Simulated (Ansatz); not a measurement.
Input file:

```
crystal:
  lattice:
    - [2.8373, 0.0, 0.0]
    - [0.0, 2.8373, 0.0]
    - [0.0, 0.0, 4.0591]
  atoms:
    - { symbol: Ti, position: [-0.0498436388, -0.0498436388, -0.0246360031] }
    - { symbol: Al, position: [0.5, 0.5, 0.5] }
basis:
  ecutwfc: 420
kpoints:
  mp_grid: { grid: [16, 16, 12] }
hamiltonian:
  xc: pbesol
scf:
  occupations: { method: gaussian, width: 0.15 }
output:
  forces: true
  stress: true
  eigenvalues: true
  write_density: true
  write_potential: true
  elf: true
  volumetric_format: npy
```

Launched as:

```sh
ansatz run input.yaml --threads 1 --pin off --max-ram 2560MiB --backend cpu --events-out ev --progress --plain --runs-dir out
```

Below, planes, directions and counts refer to the conventional cell (a = 4.01 Å, b = 4.01 Å, c = 4.06 Å, α = 90.00°, β = 90.00°, γ = 90.00°).

Space group Cm; changed on purpose from its base cell (atom 1 (Ti) moved by (-0.200, -0.100) A along [1 1 0] and z); not relaxed (largest force 1.1 eV/Å); computed pressure about −2 GPa in this cell; computed without spin polarisation.

These are results of Ansatz 0.2.0, DFT PBEsol, scalar-relativistic, plane waves, PAW, not measurements.

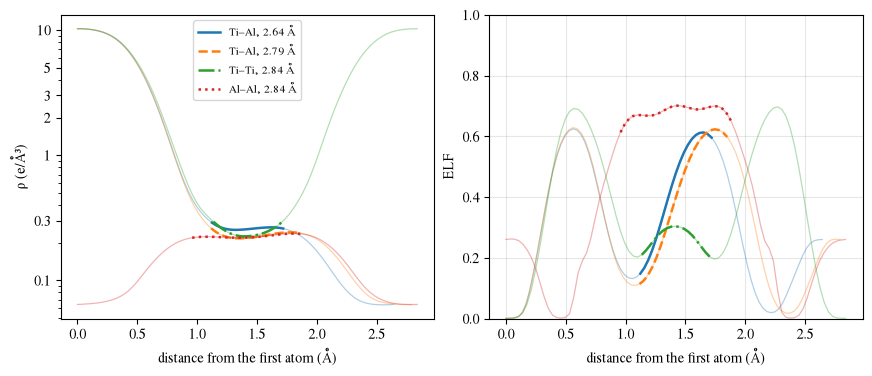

TiAl. Valence pseudo-density and ELF along straight lines between neighbouring atoms. Thin, pale parts lie inside the atomic spheres.

In a PAW calculation such maps are meaningful between the atoms, not at the nuclei.

Compare the contacts.

Ti–Al (2.64 Å): the density is about 0.25 e/Å³ at the midpoint; the ELF is about 0.35 at the midpoint.
Ti–Al (2.79 Å): ρ is about 0.22 e/Å³ halfway; the ELF is about 0.35 at the midpoint.
Ti–Ti (2.84 Å): ρ is about 0.22 e/Å³ halfway; the ELF is about 0.30 at the midpoint.
Al–Al (2.84 Å): ρ is about 0.22 e/Å³ halfway; the ELF peaks at about 0.70 between the atoms.
